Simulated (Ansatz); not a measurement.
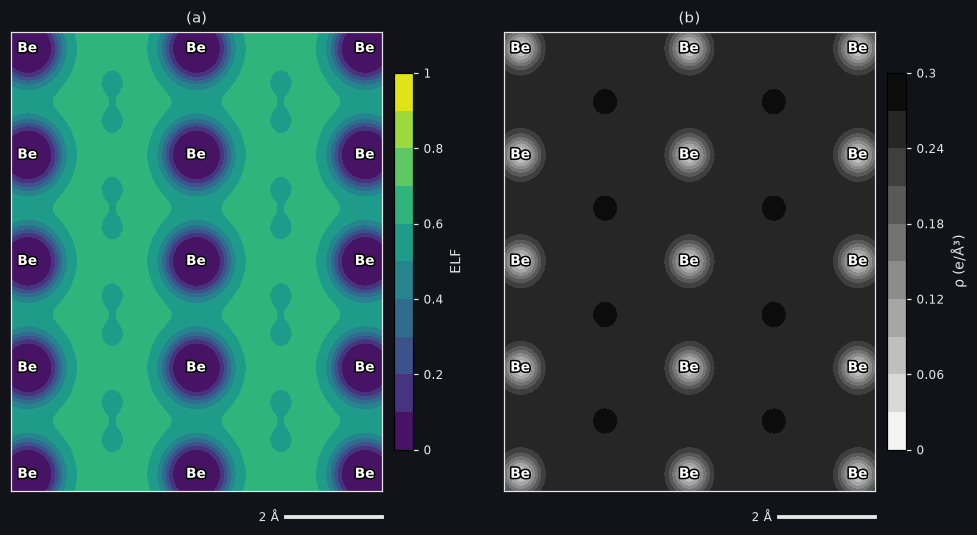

Figure 1: Be. (a) ELF; (b) valence charge density (pseudo) on the (100) plane of the conventional cell.

Space group R-3m; a structure from a database of computed crystals, not necessarily the ambient phase; changed on purpose from its base cell (equal xy, yz and zx shear strains of +2 %, PAW files).

All numbers below come from Ansatz, DFT, PBE, PAW with Ansatz's default frozen-core files, scalar-relativistic.

The density is the valence pseudo-density of a PAW calculation; it isn't the true density close to the nuclei.

Input file:

```
crystal:
  lattice:
    - [-1.2280585323, 1.2531209513, 1.2531209513]
    - [1.2531209513, -1.2280585323, 1.2531209513]
    - [1.2531209513, 1.2531209513, -1.2280585323]
  atoms:
    - { symbol: Be, position: [0.0, 0.0, 0.0] }
kpoints:
  mp_grid: { grid: [23, 23, 23] }
scf:
  occupations: { method: fermi_dirac, width: 0.03 }
hamiltonian:
  xc: pbe
  pseudopotentials: { kind: paw }
output:
  forces: true
  stress: true
  eigenvalues: true
  efg: { contact_densities: true }
  write_density: true
  write_potential: true
  elf: true
  volumetric_format: npy
```

Run with:

```sh
ansatz run input.yaml --threads 1 --pin off --max-ram 3072MiB --backend cpu --events-out ev --progress --plain --runs-dir out
```

Below, planes, directions and counts refer to the conventional cell (a = 3.51 Å, b = 3.51 Å, c = 2.21 Å, α = 90.00°, β = 90.00°, γ = 120.00°).

Q: What does the map show?

A: The plane passes through Be nuclei.
Be–Be (2.21 Å): ρ is about 0.26 e/Å³ halfway; the ELF reaches about 0.55 near the midpoint.
Between the atoms the lowest density in this plane is 0.25 e/Å³.
